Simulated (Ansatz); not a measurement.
A periodic structure is given below.

```yaml
crystal:
  lattice:
    - [3.18778, 0.00000, 0.00000]
    - [-1.59389, 2.76069, 0.00000]
    - [0.00000, 0.00000, 14.87128]
  atoms:
    - { symbol: W, position: [0.33333, 0.66667, 0.25000] }
    - { symbol: W, position: [0.66667, 0.33333, 0.75000] }
    - { symbol: S, position: [0.33333, 0.66667, 0.64435] }
    - { symbol: S, position: [0.66667, 0.33333, 0.14435] }
    - { symbol: S, position: [0.33333, 0.66667, 0.85565] }
    - { symbol: S, position: [0.66667, 0.33333, 0.35565] }
```

### Summarise the structure in words.

The stoichiometry is WS₂. Symmetry: P6_3/mmc (No. 194), primitive hexagonal lattice. The structure type is 2H molybdenite (MoS₂) type. In the cell are 2 W, 4 S, which makes 2 formula units. The polyhedra are WS6 trigonal prisms; they share edges. The neighbours of W are six S in a trigonal prismatic arrangement at 2.42 Å. Each S has three W in a trigonal pyramidal arrangement at 2.42 Å. Not all metal-metal contacts are counted. The bonds build WS2 layers parallel to (001).

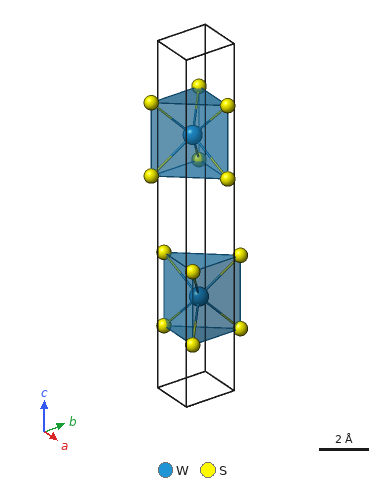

Structure drawing (polyhedral), viewed slightly off an axis. The lines enclose the conventional unit cell; boundary atoms appear with their images. A few atoms beyond the faces are included. Colours: tungsten blue, sulfur yellow.

The initial geometry was a structure listed in the Materials Project. Earlier steps of the study may have refined or changed the cell and positions. It was run through Ansatz as a DFT input.
